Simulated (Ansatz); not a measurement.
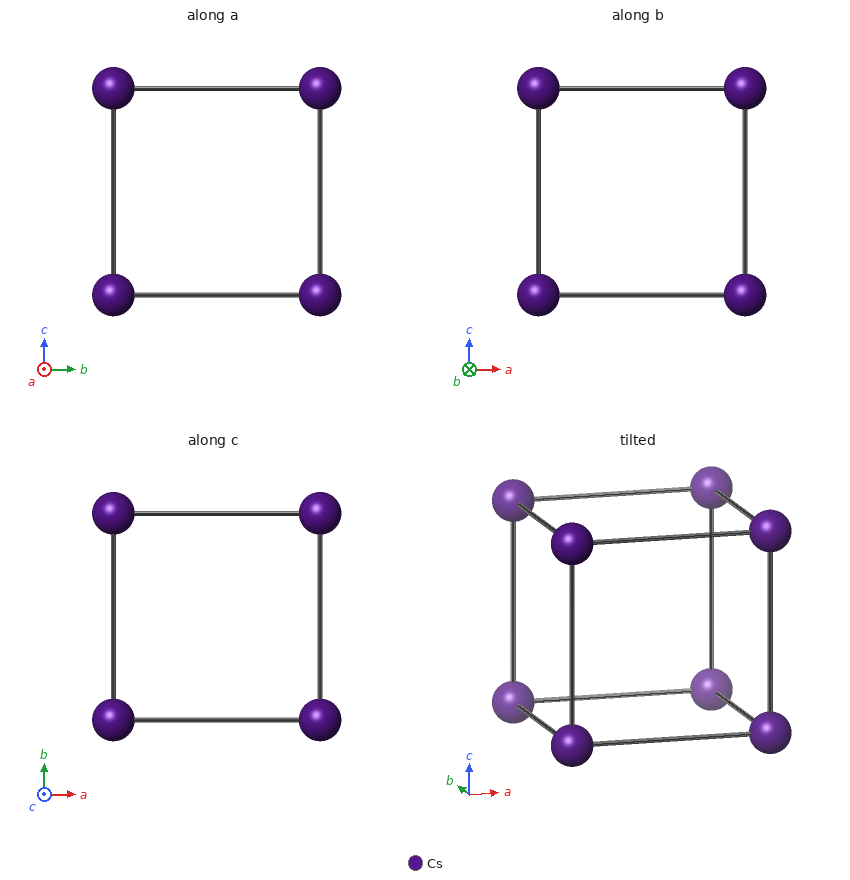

The crystal in a ball-and-stick representation, seen along the a axis, along the b axis, along the c axis and slightly off an axis. The box is the conventional unit cell; atoms on or close to its faces, edges and corners are drawn wherever they repeat.

Lattice parameters: a = 4.5391 Å, b = 4.5391 Å, c = 4.5391 Å, α = 90.000°, β = 90.000°, γ = 90.000°.

Q: Express the structure as a CIF in P1 with every atom of the cell.

A:
```cif
data_structure
_symmetry_space_group_name_H-M 'P 1'
_symmetry_Int_Tables_number 1
_cell_length_a 4.5391
_cell_length_b 4.5391
_cell_length_c 4.5391
_cell_angle_alpha 90.000
_cell_angle_beta 90.000
_cell_angle_gamma 90.000
_cell_volume 93.52
loop_
_atom_site_label
_atom_site_type_symbol
_atom_site_fract_x
_atom_site_fract_y
_atom_site_fract_z
_atom_site_occupancy
Cs1 Cs 0.0000 0.0000 0.0000 1
```

Its origin is a structure type filled with this element by a generator (whether the element takes this form wasn't checked). Earlier steps of the study may have refined or changed the cell and positions. Ansatz was used for an electronic-structure calculation on it.
